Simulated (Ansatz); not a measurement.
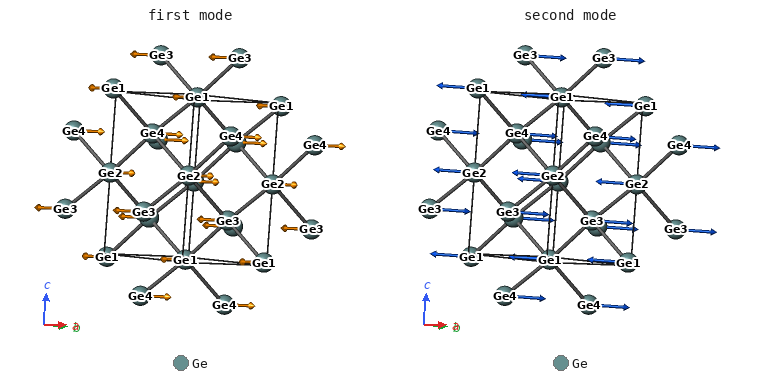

The system is Ge (Fd-3m, No. 227; 4 atoms in the cell); the picture shows the reference structure; its two panels give the patterns of the first and the second mode as arrows. The energy is mapped over two normal modes frozen in (zone-centre modes of the 4-atom cell of this scan, which folds in the wave vector (0, 1/2, 1/2) of the primitive cell). First axis: amplitude of mode 4 (71 cm⁻¹), largest displacement. Second axis: amplitude of mode 12 (285 cm⁻¹), largest displacement. Nothing is relaxed (the cell and all other modes fixed). The grid has 7 × 7 points; 16 points were computed and 33 follow by symmetry. Points are written as (first, second). Energies are in meV per cell, from the lowest grid point. These are results of DFT PBEsol, scalar-relativistic, plane waves, PAW (Ansatz), not measurements. Settings: cutoff 420 eV, k-mesh 12×12×8 in the order of the run's cell vectors, gaussian smearing 0.15 eV, no spin polarisation.

Its coordinates:

```xyz
4
Lattice="0.0000 -2.8379 -2.8379 0.0000 2.8379 -2.8379 5.6757 0.0000 0.0000" Properties=species:S:1:pos:R:3 pbc="T T T"
Ge    0.0000    0.0000   -2.8379
Ge    2.8379    0.0000    0.0000
Ge    1.4189    1.4189   -1.4189
Ge    4.2568   -1.4189   -1.4189
```

Range: amplitude of mode 4 (71 cm⁻¹), largest displacement from −0.235 to 0.235 Å; amplitude of mode 12 (285 cm⁻¹), largest displacement from −0.06 to 0.06 Å.

Predict the map.

Answer. The lowest grid point is at (0.000 Å, 0.00 Å). No other kind of well shows on this grid. The highest grid point, (−0.235 Å, −0.06 Å), lies 313 meV above the lowest.

```tsv
second ↓, first →	−0.235	−0.157	−0.078	0.000	0.078	0.157	0.235
0.06	313	221	171	155	171	221	313
0.04	234	138	86	69	86	138	234
0.02	186	88	34	17	34	88	186
0.00	170	71	17	0	17	71	170
−0.02	186	88	34	17	34	88	186
−0.04	234	138	86	69	86	138	234
−0.06	313	221	171	155	171	221	313
```

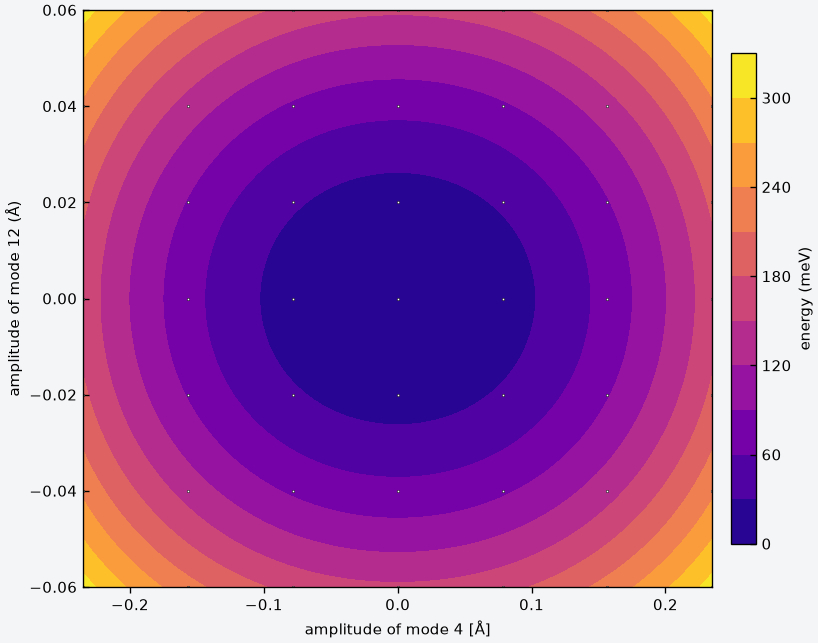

In the figure: filled contours, dots at the grid points. Between grid points the surface is interpolated.

The whole map (16 points run) took 36 min on 2 threads of Arm Neoverse N1, with other jobs on the host.

PAW datasets: the set soft_1.
